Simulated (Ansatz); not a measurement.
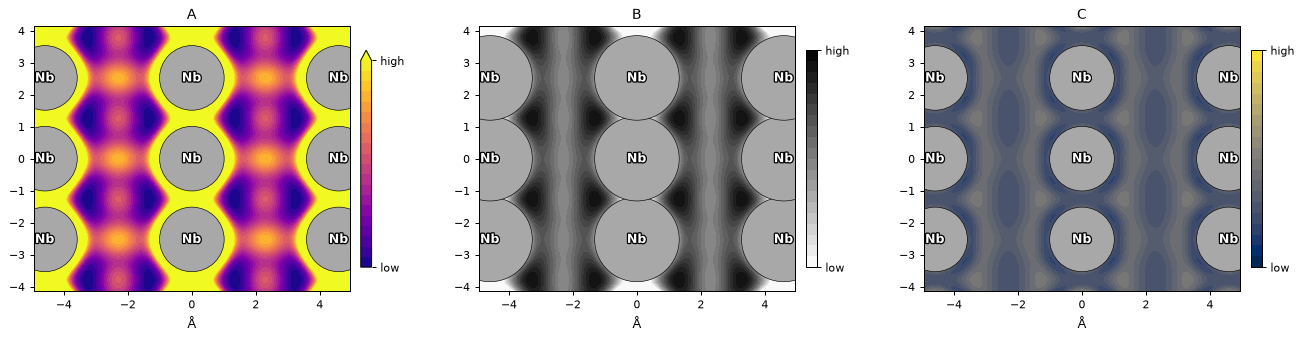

Nb: 3 fields on the (100) plane of the conventional cell, with unlabelled colour scales. Grey discs cover the atomic cores.

Space group P6/mmm; set up as Nb, omega (AlB2-type); a generated structure, not necessarily the stable one; changed on purpose from its base cell (volume × 0.88); computed pressure about 30 GPa in this cell; computed without spin polarisation.

All numbers below come from Ansatz 0.2.0, DFT, LDA (PW92), plane waves (420 eV) with PAW, scalar-relativistic.

```
Nb
1.0
     4.59240    0.00000    0.00000
    -2.29620    3.97713    0.00000
     0.00000    0.00000    2.52432
Nb
3
Direct
  0.00000 0.00000 0.00000
  0.33333 0.66667 0.50000
  0.66667 0.33333 0.50000
```

### Match the panels to the quantities (electron localisation function, electrostatic potential energy of an electron and valence pseudo-density).

Panel A: valence pseudo-density. Panel B: electrostatic potential energy of an electron (low next to the atoms, rising into the space between them). Panel C: electron localisation function.
